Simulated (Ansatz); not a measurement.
**Geometry relaxation of Al2GaN3 (part 2 of 2)**

Continued. System: Al2GaN3 (12 atoms in the cell). Method: DFT r2SCAN, scalar-relativistic, plane waves, PAW, no spin polarisation (Ansatz 0.2.0); cutoff 500 eV, 10×10×2 k-mesh, Gaussian smearing of 0.02 eV. The structure derives from a Materials Project entry. It belongs to a series of runs on one base structure; here: superlattice of 4 and 2 planes along [0 0 1].

Geometry of the input (Å; fractional positions):
```
3.1201  0.0000  0.0000
0.0000  3.1201  0.0000
0.0000  0.0000  13.2375
Al 0.0000  0.0000  0.0000
Al 0.5000  0.5000  0.1667
N  1.0000  0.5000  0.2500
N  0.5000  1.0000  0.0833
Al 0.0000  0.0000  0.3333
Al 0.5000  0.5000  0.5000
N  1.0000  0.5000  0.5833
N  0.5000  1.0000  0.4167
Ga 0.0000  0.0000  0.6667
Ga 0.5000  0.5000  0.8333
N  1.0000  0.5000  0.9167
N  0.5000  1.0000  0.7500
```

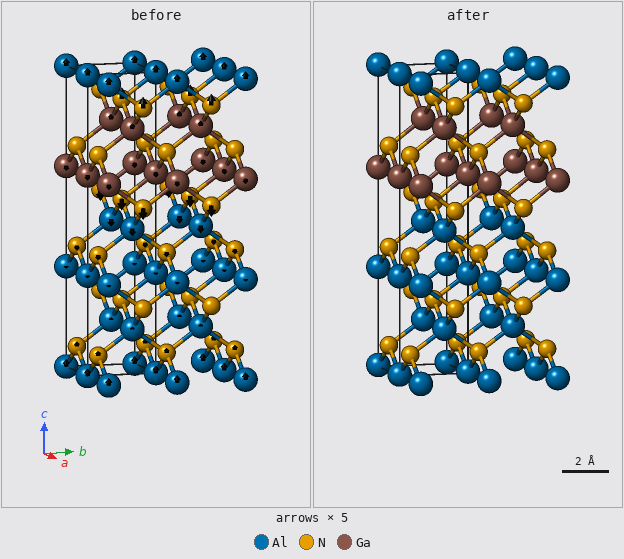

**Figure 1.** Before (left) and after (right) the relaxation, at one scale (ball-and-stick view of the cell of the calculation, repeated 2 × 2 × 1, seen slightly off an axis). The black arrows give the displacements, magnified 5 times. After 3 geometry steps the energy has fallen by 0.121 eV per cell of the calculation. The largest force component goes from 1.2 to 0.00095 eV/Å. The pressure goes from 0.37 to 0.00 GPa. The largest moves relative to the cell, 0.10 Å, are those of N7 and N11. By element the largest moves are N 0.10 Å, Al 0.07 Å, Ga 0.05 Å. The drawn cell changes at constant volume: a = b 3.120 → 3.122 Å (+0.1 %), c 13.237 → 13.221 Å (−0.1 %). Distances before and after: Ga10–N11 1.911 → 1.944 Å, Al1–N11 1.911 → 1.890 Å, Al1–N4 1.911 → 1.897 Å. Among the angles that change: Ga10–N11–Ga10 109.5° → 106.9°, N11–Ga10–N11 109.5° → 106.9°. The space group stays P-4m2 (No. 115). A last SCF at the same geometry on a re-selected plane-wave basis shifts the energy by next to nothing (0.0 meV per cell of the calculation). (Atoms are counted from 1 in the order of the input.)

```
basis re-selected at this cell: Δ(F+E_penalty+E_count) = -1.450e-6 eV, ΔP = -0.000 GPa vs the last step (what re-selecting the basis moved, of the pressure what is left beyond the Pulay correction that the steps carried, after the strain that the cell walked since its last selection, with what the two solves' SCF thresholds leave and, on support functions, any second-order correction that the steps lacked; it is no measure of the basis error at this ecutwfc). This SCF's stress stands 2.52e-2 GPa from its target on what of the cell is left free (relax.cell.stress_tol is 5.00e-2 GPa) and its largest allowed force component is 9.52e-4 eV/Å (relax.f_tol is 1.00e-2 eV/Å): within both
SCF converged after 5 iterations
Free energy (F): -12066.463691 eV
Harris-Foulkes:  -12066.463691 eV  (|F-HF|=1.09e-11)
Internal energy: -12066.463691 eV  (E = F + TS)
E sigma→0 (E₀):  -12066.463691 eV
Fermi energy:    9.627148 eV
--- Per-component energies (eV) ---
  E_band       = -7.010326
  E_kinetic    = 1135.919173
  E_local      = -8314.284534  (includes V_loc(G=0)·N_el)
  E_nonlocal   = 1169.841139
  E_hartree    = 3861.053178
  E_xc         = -638.905411
  E_vxc        = -763.830293  (∫ρ·V_xc dr)
  E_paw        = -6684.068567  (= ΣΔE_a)
  E_vpaw       = -998.048176  (= ΣTr[D̂ρ^β])
  E_aug_tail   = 0.000034  (compensation charges beyond the density's cutoff)
  E_vtau       = 41.286253  (kinetic-family band-sum trace: ∫τ·v_τ [+ j·A + Jᵃ·Aᵃ] dr)
  E_ewald      = -2594.294743
  E_core_change = -1.723959  (= ΣΔE_core)
  E_smearing   = -0.000000  (= −TS)
  E_closure    = -0.000000  (closes the sum)
  Σ components = -12066.463691   (vs F -12066.463691, Δ=0.00e0)
--- Forces (eV/Å), atoms counted from 1 ---
  atom   1  Al     0.00000000    -0.00000000     0.00095206
  atom   2  Al     0.00000000    -0.00000000     0.00043286
  atom   3  N     -0.00000000     0.00000000    -0.00000000
  atom   4  N     -0.00000000     0.00000000    -0.00065363
  atom   5  Al     0.00000000    -0.00000000    -0.00043286
  atom   6  Al     0.00000000    -0.00000000    -0.00095206
  atom   7  N     -0.00000000     0.00000000     0.00032486
  atom   8  N     -0.00000000     0.00000000     0.00065363
  atom   9  Ga     0.00000000    -0.00000000    -0.00083516
  atom  10  Ga     0.00000000    -0.00000000     0.00083516
  atom  11  N     -0.00000000     0.00000000    -0.00032486
  atom  12  N     -0.00000000     0.00000000    -0.00000000
  max |Σ_I F_I| component: 6.54e-16 eV/Å
--- Stress (GPa, compression-positive) ---
        0.009433       0.000000      -0.000000
        0.000000       0.009433       0.000000
       -0.000000       0.000000      -0.025167
  P = ⅓ Tr σ = -0.0021 GPa (-0.021 kbar)
--- Band table (eV; the first three rows and the last of 42) ---
  k-point 0: bands = ["-8.4816", "-7.9752", "-7.9642", "-7.3209", "-6.7580", "-6.0464", "-5.6077", "-5.6077", "-5.5549", "-5.4453", "-5.4453", "-5.3814", "-5.3603", "-5.3175", "-5.2822", "-4.4567", "2.1710", "3.3636", "3.6535", "5.4848", "5.4848", "5.5688", "5.8834", "5.8834", "5.9626", "6.0467", "6.0467", "6.9482", "6.9482", "7.0155", "7.0155", "7.6826", "7.8644", "7.8644", "11.3899", "11.6104", "12.9370", "12.9596", "13.5799", "13.5905", "16.1998", "17.0470", "17.1541", "18.7216", "18.7850", "19.9302"]
  k-point 1: bands = ["-8.4349", "-8.2179", "-7.6381", "-7.4548", "-6.7701", "-6.0527", "-5.6077", "-5.6077", "-5.5497", "-5.4453", "-5.4453", "-5.3847", "-5.3175", "-5.3167", "-5.2823", "-4.4820", "2.2684", "2.9383", "4.5175", "4.5859", "5.5536", "5.5536", "5.6702", "5.6702", "6.4162", "6.4162", "6.5104", "6.5104", "6.7664", "7.2608", "7.2608", "7.2657", "7.8316", "7.8316", "11.7445", "11.7809", "12.2668", "12.6269", "13.9114", "13.9163", "16.1799", "16.7284", "17.8053", "17.8614", "19.6826", "19.8143"]
  k-point 2: bands = ["-8.3996", "-7.9062", "-7.8949", "-7.2939", "-6.7240", "-6.0275", "-5.6036", "-5.5926", "-5.5524", "-5.4504", "-5.4472", "-5.3762", "-5.3204", "-5.3062", "-5.2895", "-4.3954", "2.2355", "3.2663", "3.5122", "5.0220", "5.1548", "5.3995", "5.5621", "5.7160", "5.8774", "5.9472", "6.1092", "6.8725", "6.9745", "7.0332", "7.0864", "7.4701", "7.5716", "7.8536", "11.8643", "12.0213", "13.2722", "13.3320", "13.7826", "13.8132", "16.4778", "17.3398", "17.4120", "18.6409", "18.9174", "19.6230"]
  k-point 41: bands = ["-7.4549", "-6.9053", "-6.8946", "-5.7066", "-5.6906", "-5.6748", "-5.5459", "-5.5459", "-5.4433", "-5.3502", "-5.3502", "-5.2971", "-5.2971", "-4.2821", "-4.0995", "-3.5970", "2.0934", "2.0934", "2.6416", "2.6416", "3.3607", "3.3607", "4.0862", "4.0862", "4.5763", "4.6264", "5.1434", "5.1434", "5.1954", "5.2216", "5.3410", "5.3612", "5.3612", "5.4271", "11.9784", "12.1180", "12.2479", "12.3478", "14.4546", "14.4901", "15.9679", "15.9679", "17.5253", "17.5253", "19.6266", "19.6266"]
--- Relaxed structure (4 steps of the walk, 4 accepted, 1 SCFs on fresh bases) ---
  F+E_penalty+E_count = -12066.46369142 eV   max|allowed force component| = 9.521e-4 eV/Å   (the final SCF, on the basis selected at the relaxed cell)
  cell:  # Å, volume = 128.8581 Å³
    - [3.121914813964954, 0.0, -8.92256385790097e-34]
    - [0.0, 3.121914813964954, 0.0]
    - [-3.785523245714517e-33, 0.0, 13.22115754830731]
  atoms:
    - { symbol: Al, position: [-8.448821064384807e-34, 0.0, 0.005002152783363166] }
    - { symbol: Al, position: [0.5, 0.5, 0.16828454428114942] }
    - { symbol: N, position: [1.0, 0.5, 0.25] }
    - { symbol: N, position: [0.5, 1.0, 0.0865710379678297] }
    - { symbol: Al, position: [1.4274263898732331e-34, 0.0, 0.3317154557188505] }
    - { symbol: Al, position: [0.5, 0.5, 0.4949978472166368] }
    - { symbol: N, position: [1.0, 0.5, 0.5756288581293741] }
    - { symbol: N, position: [0.5, 1.0, 0.4134289620321704] }
    - { symbol: Ga, position: [1.1303673844131272e-33, 0.0, 0.6632056183800092] }
    - { symbol: Ga, position: [0.5, 0.5, 0.8367943816199909] }
    - { symbol: N, position: [1.0, 0.5, 0.924371141870626] }
    - { symbol: N, position: [0.5, 1.0, 0.75] }
--- Löwdin populations: 12 sites ---
  site symbol       q [e]
     0     Al      1.8602
     1     Al      1.8774
     2      N      6.0563
     3      N      6.0581
     4     Al      1.8774
     5     Al      1.8602
     6      N      5.9183
     7      N      6.0581
     8     Ga     12.1993
     9     Ga     12.1993
    10      N      5.9183
    11      N      5.7718
  spilling = 0.005079 (of n_electrons = 68.000000)
```

**File populations.tsv**
```
# site	symbol	l	j	q
# orbitals = lowdin
# n_electrons = 68.000000
# spilling = 0.005079
0	Al	0_3S	-	0.544379
0	Al	1_3P	-	1.315784
1	Al	0_3S	-	0.543927
1	Al	1_3P	-	1.333498
2	N	0_2S	-	1.405146
2	N	1_2P	-	4.651110
3	N	0_2S	-	1.405376
3	N	1_2P	-	4.652756
4	Al	0_3S	-	0.543927
4	Al	1_3P	-	1.333498
5	Al	0_3S	-	0.544379
5	Al	1_3P	-	1.315784
6	N	0_2S	-	1.407783
6	N	1_2P	-	4.510479
7	N	0_2S	-	1.405376
7	N	1_2P	-	4.652756
8	Ga	0_4S	-	0.790620
8	Ga	1_4P	-	1.430051
8	Ga	2_3D	-	9.978651
9	Ga	0_4S	-	0.790620
9	Ga	1_4P	-	1.430051
9	Ga	2_3D	-	9.978651
10	N	0_2S	-	1.407783
10	N	1_2P	-	4.510479
11	N	0_2S	-	1.407811
11	N	1_2P	-	4.363959
```

**Trajectory as extended XYZ (Å, eV, eV/Å), 5 frames, from step=1 to step=5**
```
12
Lattice="3.1201 0.0000 0.0000 0.0000 3.1201 0.0000 0.0000 0.0000 13.2375" Properties=species:S:1:pos:R:3:forces:R:3 step=1 energy=-12066.34276 pressure_GPa=0.37
Al    0.0000    0.0000    0.0000    0.0000   0.0000  -0.0413
Al    1.5600    1.5600    2.2062    0.0000   0.0000  -0.0062
N     3.1201    1.5600    3.3094    0.0000   0.0000   0.0000
N     1.5600    3.1201    1.1031    0.0000   0.0000  -0.0267
Al    0.0000    0.0000    4.4125    0.0000   0.0000   0.0062
Al    1.5600    1.5600    6.6187    0.0000   0.0000   0.0413
N     3.1201    1.5600    7.7219    0.0000   0.0000  -1.2370
N     1.5600    3.1201    5.5156    0.0000   0.0000   0.0267
Ga    0.0000    0.0000    8.8250    0.0000   0.0000   0.0049
Ga    1.5600    1.5600   11.0312    0.0000   0.0000  -0.0049
N     3.1201    1.5600   12.1343    0.0000   0.0000   1.2370
N     1.5600    3.1201    9.9281    0.0000   0.0000   0.0000
12
Lattice="3.1220 0.0000 0.0000 0.0000 3.1220 0.0000 0.0000 0.0000 13.2349" Properties=species:S:1:pos:R:3:forces:R:3 step=2 energy=-12066.44565 pressure_GPa=-0.14
Al    0.0000    0.0000    0.0443    0.0000   0.0000  -0.0823
Al    1.5610    1.5610    2.2200    0.0000   0.0000   0.0025
N     3.1220    1.5610    3.3087    0.0000   0.0000   0.0000
N     1.5610    3.1220    1.1315    0.0000   0.0000  -0.0102
Al    0.0000    0.0000    4.3975    0.0000   0.0000  -0.0025
Al    1.5610    1.5610    6.5732    0.0000   0.0000   0.0823
N     3.1220    1.5610    7.6573    0.0000   0.0000  -0.5381
N     1.5610    3.1220    5.4859    0.0000   0.0000   0.0102
Ga    0.0000    0.0000    8.7926    0.0000   0.0000   0.0687
Ga    1.5610    1.5610   11.0598    0.0000   0.0000  -0.0687
N     3.1220    1.5610   12.1951    0.0000   0.0000   0.5381
N     1.5610    3.1220    9.9262    0.0000   0.0000   0.0000
12
Lattice="3.1205 0.0000 0.0000 0.0000 3.1205 0.0000 0.0000 0.0000 13.2273" Properties=species:S:1:pos:R:3:forces:R:3 step=3 energy=-12066.46364 pressure_GPa=0.09
Al    0.0000    0.0000    0.0658    0.0000   0.0000  -0.0013
Al    1.5603    1.5603    2.2259    0.0000   0.0000  -0.0012
N     3.1205    1.5603    3.3068    0.0000   0.0000   0.0000
N     1.5603    3.1205    1.1450    0.0000   0.0000  -0.0021
Al    0.0000    0.0000    4.3877    0.0000   0.0000   0.0012
Al    1.5603    1.5603    6.5479    0.0000   0.0000   0.0013
N     3.1205    1.5603    7.6148    0.0000   0.0000  -0.0139
N     1.5603    3.1205    5.4687    0.0000   0.0000   0.0021
Ga    0.0000    0.0000    8.7726    0.0000   0.0000   0.0065
Ga    1.5603    1.5603   11.0684    0.0000   0.0000  -0.0065
N     3.1205    1.5603   12.2261    0.0000   0.0000   0.0139
N     1.5603    3.1205    9.9205    0.0000   0.0000   0.0000
12
Lattice="3.1219 0.0000 0.0000 0.0000 3.1219 0.0000 0.0000 0.0000 13.2212" Properties=species:S:1:pos:R:3:forces:R:3 step=4 energy=-12066.46369 pressure_GPa=-0.00
Al    0.0000    0.0000    0.0661    0.0000   0.0000   0.0009
Al    1.5610    1.5610    2.2249    0.0000   0.0000   0.0005
N     3.1219    1.5610    3.3053    0.0000   0.0000   0.0000
N     1.5610    3.1219    1.1446    0.0000   0.0000  -0.0006
Al    0.0000    0.0000    4.3857    0.0000   0.0000  -0.0005
Al    1.5610    1.5610    6.5444    0.0000   0.0000  -0.0009
N     3.1219    1.5610    7.6105    0.0000   0.0000   0.0003
N     1.5610    3.1219    5.4660    0.0000   0.0000   0.0006
Ga    0.0000    0.0000    8.7683    0.0000   0.0000  -0.0008
Ga    1.5610    1.5610   11.0634    0.0000   0.0000   0.0008
N     3.1219    1.5610   12.2213    0.0000   0.0000  -0.0003
N     1.5610    3.1219    9.9159    0.0000   0.0000   0.0000
12
Lattice="3.1219 0.0000 0.0000 0.0000 3.1219 0.0000 0.0000 0.0000 13.2212" Properties=species:S:1:pos:R:3:forces:R:3 step=5 energy=-12066.46369 pressure_GPa=-0.00
Al    0.0000    0.0000    0.0661    0.0000   0.0000   0.0010
Al    1.5610    1.5610    2.2249    0.0000   0.0000   0.0004
N     3.1219    1.5610    3.3053    0.0000   0.0000   0.0000
N     1.5610    3.1219    1.1446    0.0000   0.0000  -0.0007
Al    0.0000    0.0000    4.3857    0.0000   0.0000  -0.0004
Al    1.5610    1.5610    6.5444    0.0000   0.0000  -0.0010
N     3.1219    1.5610    7.6105    0.0000   0.0000   0.0003
N     1.5610    3.1219    5.4660    0.0000   0.0000   0.0007
Ga    0.0000    0.0000    8.7683    0.0000   0.0000  -0.0008
Ga    1.5610    1.5610   11.0634    0.0000   0.0000   0.0008
N     3.1219    1.5610   12.2213    0.0000   0.0000  -0.0003
N     1.5610    3.1219    9.9159    0.0000   0.0000   0.0000
```

**Key numbers**

| quantity | value |
| --- | --- |
| outcome | converged |
| space group (tolerance 0.01 Å) | P-4m2 (115) |
| electrons treated | 68 |
| free energy | −12066.4637 eV |
| Fermi energy | 9.627 eV |
| gap on the k-point mesh | 3.53 eV |
| pressure | 0.00 GPa |
| final volume | 128.86 Å³ |
| largest force (length of the vector) at the end | 0.001 eV/Å |
| final cell | a = 3.122 Å, b = 3.122 Å, c = 13.221 Å, α = 90.00°, β = 90.00°, γ = 90.00° |
| hardware | 2 threads of Intel Xeon Gold (Sapphire Rapids), 64 GiB of memory available, shared host |
| wall time | 61 s (CPU time 2 min) |
| peak memory | 0.79 GiB |
